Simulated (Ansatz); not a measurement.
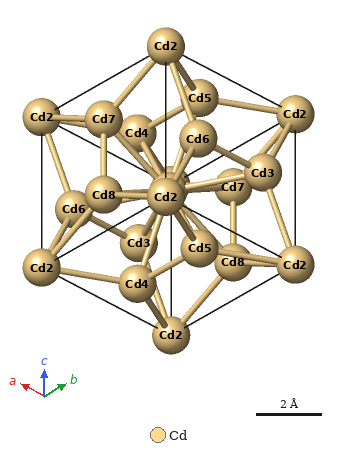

This is the input geometry for a relaxation of solid Cd (built on the beta-tungsten (A15)_223 type). Style: ball-and-stick. Shown: the cell of the calculation, from a free direction.

Case: beta-tungsten (A15) type (Pm-3n, No. 223).

These are results of Ansatz, DFT PBE, scalar-relativistic, plane waves, PAW, not measurements.

Input
```yaml
crystal:
  lattice:
    - [5.5953303626, 0.0, 0.0]
    - [0.0, 5.5953303626, 0.0]
    - [0.0, 0.0, 5.5953303626]
  atoms:
    - { symbol: Cd, position: [0.5, 0.5, 0.5] }
    - { symbol: Cd, position: [0.0, 0.0, 0.0] }
    - { symbol: Cd, position: [0.25, 0.0, 0.5] }
    - { symbol: Cd, position: [0.5, 0.25, 0.0] }
    - { symbol: Cd, position: [0.5, 0.75, 0.0] }
    - { symbol: Cd, position: [0.75, 0.0, 0.5] }
    - { symbol: Cd, position: [0.0, 0.5, 0.75] }
    - { symbol: Cd, position: [0.0, 0.5, 0.25] }
basis:
  ecutwfc: 420
kpoints:
  mp_grid: { grid: [8, 8, 8] }
hamiltonian:
  xc: pbe
scf:
  occupations: { method: gaussian, width: 0.1 }
output:
  forces: true
  stress: true
  eigenvalues: true
relax:
  adjacent_minimum: "off"
  f_tol: 0.01
  max_steps: 80
  cell: { stress_tol: 0.05 }
```

**Where does the relaxation end?**

The energy falls by 9.4 meV per atom in 3 accepted moves (4 points after the start). All forces vanish by symmetry, so only the cell relaxes. The pressure goes from 2.62 to −0.01 GPa. The SCF was repeated once at an unchanged geometry on a basis and grid sized afresh for the cell, which shifted the energy by 0.4 meV per atom at most. The atoms keep their places relative to the cell (all moves are under 0.005 Å). Cell: a = b = c 5.595 → 5.698 Å (+1.8 %). Volume +5.6 %. Some distances before and after: Cd1–Cd3 3.128 → 3.185 Å, Cd3–Cd6 2.798 → 2.849 Å. The space group stays Pm-3n (No. 223). The run took roughly 3 core-minutes on a shared host.

History of the run:

```tsv
step	E − E(0), meV/atom	pressure, GPa	volume, Å³/atom	note
0	0.00	2.62	21.897	
1	-8.31	-0.52	23.436	
2	-8.92	-0.07	23.166	
3	-8.94	0.00	23.123	
4	-9.38	-0.01	23.123	same geometry, new basis
```

The structure at the end:

```
CELL_PARAMETERS angstrom
5.69786 0.00000 0.00000
0.00000 5.69786 0.00000
0.00000 0.00000 5.69786
ATOMIC_POSITIONS crystal
Cd 0.50000 0.50000 0.50000
Cd 0.00000 0.00000 0.00000
Cd 0.25000 0.00000 0.50000
Cd 0.50000 0.25000 0.00000
Cd 0.50000 0.75000 0.00000
Cd 0.75000 0.00000 0.50000
Cd 0.00000 0.50000 0.75000
Cd 0.00000 0.50000 0.25000
```

The end point in the same view:

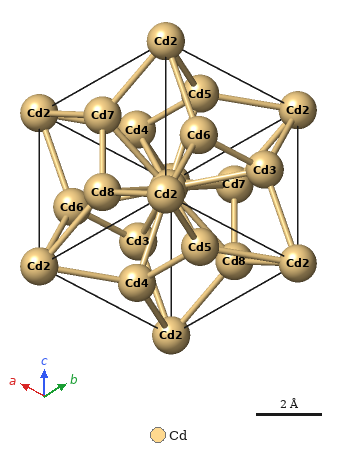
